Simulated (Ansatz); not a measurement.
# Does disorder add resistance in series? Au(111) layers with 75 % W

Two lengths of the disordered region are known. What area resistance does the third give?

How it was computed: Ansatz 0.2.0, plane waves with PAW datasets at their recommended cutoffs (420 eV for most), Fermi-Dirac smearing; ballistic transmission by layer matching. The area resistance is RA = A (h/2e²)(1/T − 1/N), with T the zone-mean transmission per spin and N the lead's channels, both averaged over a few energies near the Fermi level; for magnets each spin is taken apart, with h/e², and the two conduct in parallel. Lateral cell 2x2, PBE, a fresh random draw for each length.

The runs, with one result withheld:

```
length (Å)  channels N  RA (fΩ m²)
      9.42       3.210        2.67
      18.8       3.210        3.40
      28.3       3.210           ?
```

Worked fit:

Ohm's law makes RA linear in the length: the slope is (3.40 − 2.67)/(18.8 − 9.42) = 0.0771 fΩ m² per Å, or 77 µΩ cm. Then 3.40 + 0.0771 × 9.42. Predicted: 4.12 fΩ m².

Check against the run:

4.89 fΩ m², so the prediction is 16 % too low. The three lengths together give 118 µΩ cm. Single draws scatter; these runs don't part the causes of the miss, and leave the question open.

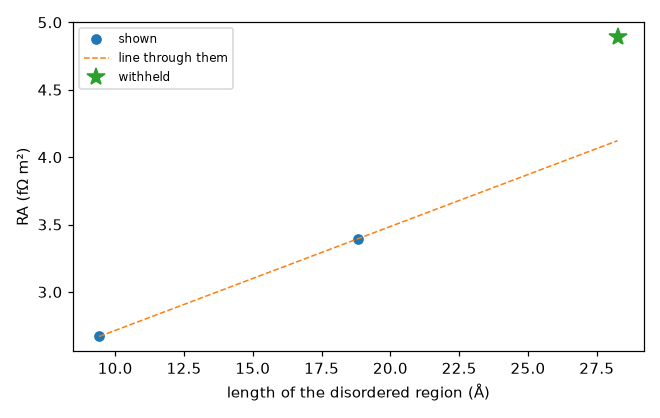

Area resistance against length.

Caveats: The scatterers repeat sideways with the small cell. The slope is a raw one; a model of isotropic scattering puts it 1.00 times the bulk value over these lengths. Atoms sit unrelaxed on the host's lattice, and the pair may not mix at random in practice. Spin-orbit coupling is left out, which matters for Au and W.

[Logs are printed without paths, hosts, clocks, repeated set-up lines and the standing remarks that a program may print on its own settings, such as how far it seeks lower states.]
